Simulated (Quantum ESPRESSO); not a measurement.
**BP (F-43m): the optical phonon under strain**

How far does biaxial strain in the (001) plane shift the zone-centre optical mode of BP (F-43m)?

Method: DFT PBE, scalar-relativistic, plane waves, GBRV ultrasoft pseudopotentials, in Quantum ESPRESSO 7.5.

**1. Set-up**

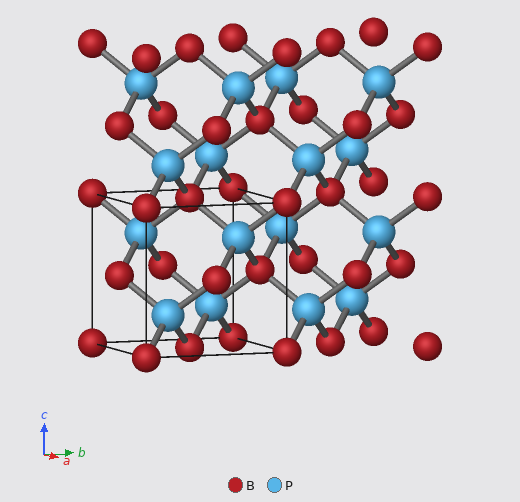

The starting structure, seen slightly off an axis (boron red, phosphorus blue). 1×2×2 cells are drawn. This picture shows the conventional cell, with its axes. Bonds to atoms that aren't drawn are left out. Some periodic images of atoms are drawn too.

This is the cell after its relaxation at this level of theory, not the database cell from which that began.

**2. Uniaxial strain**

The relaxed cell is stretched along z alone. This keeps all atoms on sites fixed by symmetry and splits the threefold mode into a singlet, polarised along z, and a doublet. The macroscopic field is left out, so these are transverse modes. Cutoff 50 Ry, k mesh 12×12×12.

From the response at ε_zz = 0.01:

The program printed:

```text
[banners, grids, parts of the stress and lines that vanish by symmetry left out]
Program PHONON v.7.5
     Reading xml data from directory:

[...]
Exchange-correlation= PBE
                           (   1   4   3   4   0   0   0)
[...]
kinetic-energy cut-off    =      50.0000  Ry
     charge density cut-off    =     400.0000  Ry
     convergence threshold     =      1.0E-18
[...]
Exchange-correlation= PBE
                           (   1   4   3   4   0   0   0)
[...]
q = (   0.0000000   0.0000000   0.0000000 )
      9 Sym.Ops. (with q -> -q+G )
     G cutoff =  377.6437  (  21723 G-vectors)     FFT grid: ( 40, 40, 40)
     G cutoff =  188.8219  (   7703 G-vectors)  smooth grid: ( 27, 27, 27)
     number of k points=   163
[...]
Mode symmetry, D_2d (-42m) point group:
[...]
Representation #   1 mode #   1
[...]
End of self-consistent calculation
     Convergence has been achieved
     Representation #   2 mode #   2
[...]
End of self-consistent calculation
     Convergence has been achieved
     Representation #   3 modes #   3   4
[...]
End of self-consistent calculation
     Convergence has been achieved
     Representation #   4 modes #   5   6
[...]
End of self-consistent calculation
     Convergence has been achieved
[...]
q = (    0.000000000   0.000000000   0.000000000 )
[...]
freq (    1) =      -0.046618 [THz] =      -1.555002 [cm-1]
     freq (    2) =      -0.036004 [THz] =      -1.200973 [cm-1]
     freq (    3) =      -0.036004 [THz] =      -1.200973 [cm-1]
     freq (    4) =      23.721151 [THz] =     791.252415 [cm-1]
     freq (    5) =      23.756606 [THz] =     792.435068 [cm-1]
     freq (    6) =      23.756606 [THz] =     792.435068 [cm-1]
[...]
Mode symmetry, D_2d (-42m) point group:
     freq (   1-   1) =         -1.6  [cm-1]   --> B_2  X_3  W_2   I+R
     freq (   2-   3) =         -1.2  [cm-1]   --> E    X_5  W_3   I+R
     freq (   4-   4) =        791.3  [cm-1]   --> B_2  X_3  W_2   I+R
     freq (   5-   6) =        792.4  [cm-1]   --> E    X_5  W_3   I+R

   JOB DONE.
```

| ε_zz | singlet (cm⁻¹) | doublet (cm⁻¹) | σ_zz (GPa) | σ_xx (GPa) |
| --- | --- | --- | --- | --- |
| -0.01 | 808.65 | 807.81 | -3.458 | -0.789 |
| -0.005 | 804.42 | 803.95 | -1.731 | -0.396 |
| 0 | 800.10 | 800.10 | -0.022 | -0.022 |
| 0.005 | 795.72 | 796.27 | 1.668 | 0.333 |
| 0.01 | 791.25 | 792.44 | 3.340 | 0.670 |

Stress is counted positive in tension.

**3. The fit**

To first order ω² − ω₀² = p ε_zz + q (ε_xx + ε_yy) for the mode along z, and likewise for x and y. With ε_zz alone the singlet gives p and the doublet q.

The linear terms of parabolas through ω² are p = -2.17 ω₀² and q = -1.92 ω₀², with ω₀ = 800.1 cm⁻¹. Those of the stresses are C11 = 340 GPa and C12 = 73 GPa. Under hydrostatic strain p and q imply γ = −(p + 2q)/(6 ω₀²) = 1.00.

A layer held to an in-plane strain ε and free along z takes ε_zz = −2 (C12/C11) ε = -0.429 ε. To first order the singlet then shifts by (q − p C12/C11) ε / ω₀ = -1164 ε cm⁻¹. For ε = 0.006, ε_zz = -0.00258, the formulas for ω² predict 793.09 cm⁻¹ for the singlet and 792.21 cm⁻¹ for the doublet.

**4. A biaxially strained cell**

This run was no part of the fit.

The program printed:

```text
[banners, grids, parts of the stress and lines that vanish by symmetry left out]
[banner, memory and clock lines left out]
Program PHONON v.7.5

[...]
Exchange-correlation= PBE
                           (   1   4   3   4   0   0   0)
[...]
kinetic-energy cut-off    =      50.0000  Ry
     charge density cut-off    =     400.0000  Ry
     convergence threshold     =      1.0E-18
[...]
Exchange-correlation= PBE
                           (   1   4   3   4   0   0   0)
[...]
q = (   0.0000000   0.0000000   0.0000000 )
      9 Sym.Ops. (with q -> -q+G )
     G cutoff =  375.1728  (  21723 G-vectors)     FFT grid: ( 40, 40, 40)
     G cutoff =  187.5864  (   7679 G-vectors)  smooth grid: ( 27, 27, 27)
     number of k points=   163
[...]
Mode symmetry, D_2d (-42m) point group:
[...]
Representation #   1 mode #   1
[...]
End of self-consistent calculation
     Convergence has been achieved
     Representation #   2 mode #   2
[...]
End of self-consistent calculation
     Convergence has been achieved
     Representation #   3 modes #   3   4
[...]
End of self-consistent calculation
     Convergence has been achieved
     Representation #   4 modes #   5   6
[...]
End of self-consistent calculation
     Convergence has been achieved
[...]
q = (    0.000000000   0.000000000   0.000000000 )
[...]
freq (    1) =      -0.038444 [THz] =      -1.282360 [cm-1]
     freq (    2) =      -0.038444 [THz] =      -1.282360 [cm-1]
     freq (    3) =      -0.032305 [THz] =      -1.077589 [cm-1]
     freq (    4) =      23.749166 [THz] =     792.186891 [cm-1]
     freq (    5) =      23.749166 [THz] =     792.186891 [cm-1]
     freq (    6) =      23.779407 [THz] =     793.195634 [cm-1]
[...]
Mode symmetry, D_2d (-42m) point group:
     freq (   1-   2) =         -1.3  [cm-1]   --> E    X_5  W_3   I+R
     freq (   3-   3) =         -1.1  [cm-1]   --> B_2  X_3  W_2   I+R
     freq (   4-   5) =        792.2  [cm-1]   --> E    X_5  W_3   I+R
     freq (   6-   6) =        793.2  [cm-1]   --> B_2  X_3  W_2   I+R
```

| mode | predicted (cm⁻¹) | run (cm⁻¹) |
| --- | --- | --- |
| singlet | 793.09 | 793.20 |
| doublet | 792.21 | 792.19 |

The stress along z is -0.025 GPa and that in the plane 2.218 GPa; the unstrained cell carries -0.022 GPa.

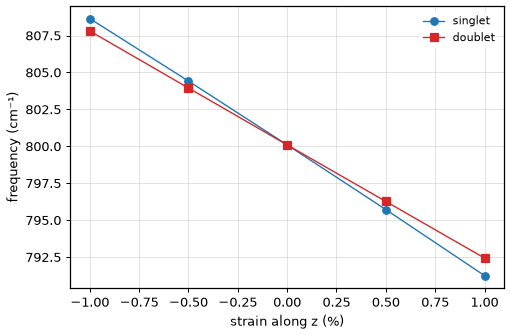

The two components under uniaxial strain.

**5. Results**

- p (in units of the squared frequency): -2.174
- q (same units): -1.921
- shift of the singlet per unit of biaxial strain: -1164 cm⁻¹
- C11 and C12: 340 and 73 GPa

What this shows: To first order, one per cent of tensile biaxial strain moves the singlet of BP (F-43m) by -11.6 cm⁻¹ and the doublet by -13.1 cm⁻¹; the formulas miss the test run by up to 0.11 cm⁻¹. In backscattering from (001) the mode polarised along z is the one seen in diamond and zinc-blende crystals; in a polar crystal it is the LO mode, whose potentials differ somewhat from these. The third potential, r, needs shear strain and a relaxation of the atoms, which was not run. These are harmonic values at zero temperature.

[Host names and launcher messages were left out of these logs when they were recorded.]

[Logs are printed without paths, hosts, clocks, repeated set-up lines and the standing remarks that a program may print on its own settings, such as how far it seeks lower states.]

[Hosts, paths, dates, database ids (printed as entryN), source tags and the programs' standing remarks are cut or masked in the printed files.]
